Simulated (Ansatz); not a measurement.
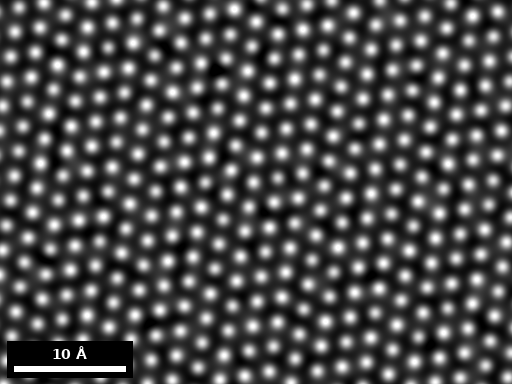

An image along [100] of one of the structures below (computed or model cells, partly hypothetical, each in its standard cell). The image is simulated as a sum over atoms of Z^1.7, blurred by a 1.02 Å probe (no channelling). The probe carries 15 % of its weight in a tail 2.5 times as wide. The speckle of an amorphous layer was added.

A. Cu
Space group P6/mmm (No. 191). a = 4.162 Å, b = 4.162 Å, c = 2.500 Å, α = 90.00°, β = 90.00°, γ = 120.00°
```csv
atom,site,symmetry,x,y,z
Cu,1a,6/mmm,0.0000,0.0000,0.0000
Cu,2d,-6m2,0.3333,0.6667,0.5000
```

B. Cu
Space group Fm-3m (No. 225). a = 3.518 Å, b = 3.518 Å, c = 3.518 Å, α = 90.00°, β = 90.00°, γ = 90.00°
```
atom  site  symmetry       x       y       z
  Cu    4a      m-3m  0.0000  0.0000  0.0000
```

C. Cu
Space group Pm-3m (No. 221). a = 2.439 Å, b = 2.439 Å, c = 2.439 Å, α = 90.00°, β = 90.00°, γ = 90.00°
| atom | site | symmetry | x | y | z |
| --- | --- | --- | --- | --- | --- |
| Cu | 1a | m-3m | 0.0000 | 0.0000 | 0.0000 |

D. Cu
Space group P6_3/mmc (No. 194). a = 2.599 Å, b = 2.599 Å, c = 8.484 Å, α = 90.00°, β = 90.00°, γ = 120.00°
```
atom  site  symmetry       x       y       z
  Cu    2a      -3m.  0.0000  0.0000  0.0000
  Cu    2c      -6m2  0.3333  0.6667  0.2500
```

**Which structure was imaged?**

D, Cu. Along [100] the projected cells are A 2.50 × 3.60 Å, 90°; B 1.76 × 1.76 Å, 90°; C 2.44 × 2.44 Å, 90°; D 2.25 × 8.48 Å, 90°. The image repeats as D does.

Structure D: the geometry relaxed with DFT, RPBE, plane waves (420 eV) with PAW, scalar-relativistic (Ansatz); the starting structure was generated, so it need not be a known form of this composition.
